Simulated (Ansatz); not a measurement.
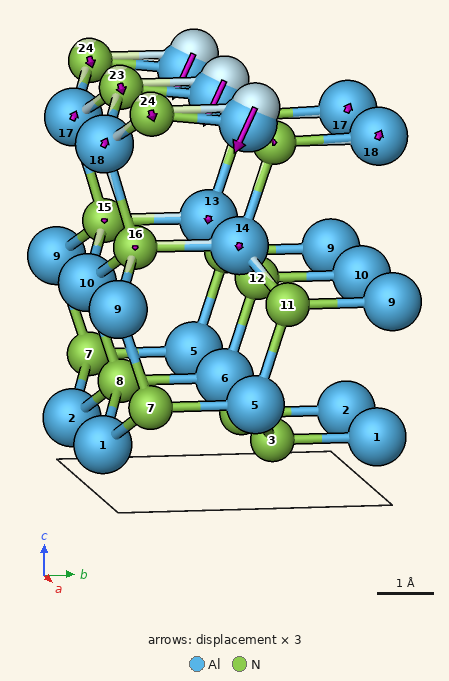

This is a constrained relaxation of a slab of composition AlN (cut from the P6_3mc phase). The starting structure is drawn faded, the final one solid; purple arrows show the displacements, 3 times their true length.

The picture is a ball-and-stick view of the cell of the calculation, outlined in the plane, without the vacuum (origin shifted), seen slightly off an axis.

Case: clean slab, lower planes held. The slab is the (1 0 0) face of AlN. 12 atoms are held fixed.

The calculation used DFT PBE, scalar-relativistic, plane waves, PAW (Ansatz 0.2.0). (plane-wave cutoff 420 eV; k-point mesh 3 × 3 × 1; occupations gaussian; smearing width 0.05 eV; no spin polarisation; dipole correction; atoms relaxed in a fixed cell; force threshold 0.03 eV/Å; at most 70 steps)

Q: What happened in the run?

A: After 5 geometry steps the energy has fallen by 1.071 eV per cell of the calculation. Largest force component: 1.9 eV/Å at the start, 0.0055 eV/Å at the end. The largest moves, 0.31 Å, are those of Al atoms. Largest moves by element: Al 0.31 Å, N 0.08 Å. The lattice vectors keep their values. Some distances before and after: Al–N 1.915 → 1.773 Å, Al–N 1.902 → 1.984 Å, Al–N 1.902 → 1.840 Å, Al–N 1.902 → 1.881 Å. Bond angles that change, for instance: Al–N–Al 110.7° → 100.7°, N–Al–N 108.2° → 116.5°, Al–N–Al 110.7° → 116.6°. Cost: 95 s on 2 threads of Arm Neoverse V1, with other jobs on the host, peak memory 0.91 GiB.
